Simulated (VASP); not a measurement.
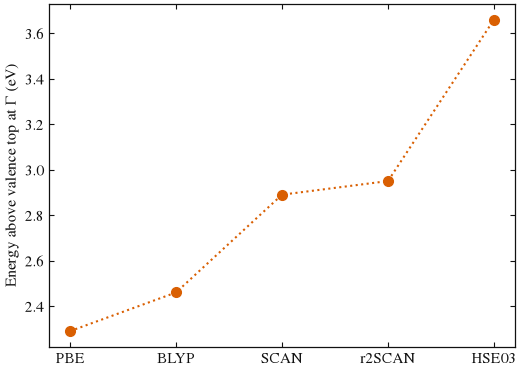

Lowest conduction level at Γ, counted from the valence-band top at Γ, by several methods on one cell of Al₂O₃, space group P-3m1 (No. 164), 5 atoms in the cell; a = 3.017 Å, c = 7.575 Å (hexagonal axes). All runs are without spin-orbit coupling and carry no moments.

```
method  program  Γ (eV)
   PBE     VASP    2.29
  BLYP     VASP    2.46
  SCAN     VASP    2.89
r2SCAN     VASP    2.95
 HSE03     VASP    3.66
```

Q: One method is left out: HSE06. Predict its row. It was run as: HSE06, VASP PAW PBE potentials, release 64 (Al, O), 6×6×2 k mesh, 520 eV cutoff, Gaussian smearing of 0.02 eV (VASP 6.6.1).

A: Exact exchange opens the gap over the semilocal values shown, the highest of which is 2.95 eV (r2SCAN) at Γ. HSE06 gives 3.93 eV at Γ, which is +1.64 eV from PBE at Γ.

Q: How do the methods rank at Γ?

A: From low to high: PBE 2.29, BLYP 2.46, SCAN 2.89, r2SCAN 2.95, HSE03 3.66, HSE06 3.93 eV.

Settings. PBE: VASP PAW PBE potentials, release 64 (Al, O), 10×10×4 k mesh, 520 eV cutoff, Fermi-Dirac smearing of 0.05 eV (VASP 6.6.1). BLYP: VASP PAW PBE potentials, release 64 (Al, O), 7×7×3 k mesh, 520 eV cutoff, Fermi-Dirac smearing of 0.05 eV (VASP 6.6.1). SCAN: VASP PAW PBE potentials, release 64 (Al, O), 7×7×3 k mesh, 520 eV cutoff, Fermi-Dirac smearing of 0.05 eV (VASP 6.6.1). r2SCAN: VASP PAW PBE potentials, release 64 (Al, O), 7×7×3 k mesh, 520 eV cutoff, Fermi-Dirac smearing of 0.05 eV (VASP 6.6.1). HSE03: VASP PAW PBE potentials, release 64 (Al, O), 6×6×2 k mesh, 520 eV cutoff, Gaussian smearing of 0.02 eV (VASP).

These are six of the 15 methods that were run on this cell. The usual form of Al2O3 is corundum. BLYP, SCAN, r2SCAN, HSE03 and HSE06: the PAW data sets were made with another functional. LDA, GGA and most meta-GGA functionals understate gaps. HSE03 and HSE06: the k mesh is thin for exact exchange.
